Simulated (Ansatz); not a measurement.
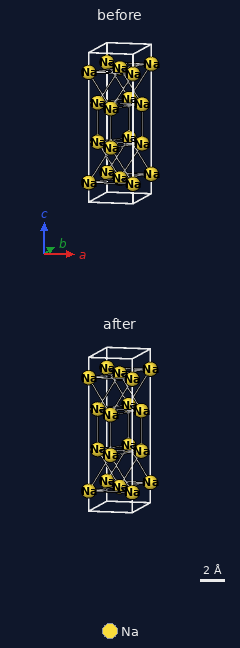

The structure of solid Na (built on the O_69 type) before (top) and after (bottom) a relaxation, at one scale.

The picture is a ball-and-stick view of the conventional cell (4 times the calculation's cell), seen slightly off an axis. Lengths and directions refer to the drawn axes.

Case: O type (Fmmm, No. 69).

Method: Ansatz 0.2.0, DFT PBE, scalar-relativistic, plane waves, PAW.

The input:
```yaml
crystal:
  lattice:
    - [0.0, 3.107461924, 6.3214929803]
    - [1.9175874718, 0.0, 6.3214929803]
    - [1.9175874718, 3.107461924, 0.0]
  atoms:
    - { symbol: Na, position: [0.1314011953, 0.1314011953, 0.8685988047] }
    - { symbol: Na, position: [0.8685988047, 0.8685988047, 0.1314011953] }
basis:
  ecutwfc: 420
kpoints:
  mp_grid: { grid: [18, 18, 18] }
hamiltonian:
  xc: pbe
scf:
  occupations: { method: gaussian, width: 0.1 }
output:
  forces: true
  stress: true
  eigenvalues: true
relax:
  adjacent_minimum: "off"
  f_tol: 0.01
  max_steps: 80
  cell: { stress_tol: 0.05 }
```

Q: Describe what moved and what it gained.

A: The energy falls by 4.5 meV per cell of the calculation in 4 accepted moves (5 points after the start). The largest force component goes from 0.019 to 0.00018 eV/Å. The pressure goes from 0.04 to 0.00 GPa. At 1 point the geometry stayed and the basis and grid were re-selected for the new cell (energy shift of less than 0.05 meV per cell of the calculation at most each time). No atom moves by more than 0.005 Å relative to the cell. Cell: a 3.835 → 3.761 Å (−1.9 %), b 6.215 → 6.195 Å (−0.3 %), c 12.643 → 13.009 Å (+2.9 %). Volume +0.6 %. Near-neighbour distances that change, for instance: Na1–Na2 3.323 → 3.424 Å, Na1–Na1 3.835 → 3.761 Å, Na1–Na2 (another image) 3.560 → 3.609 Å, Na1–Na1 (another image) 3.652 → 3.623 Å. The space group stays Fmmm (No. 69). The run took of the order of 2.7 core-minutes on a shared host.
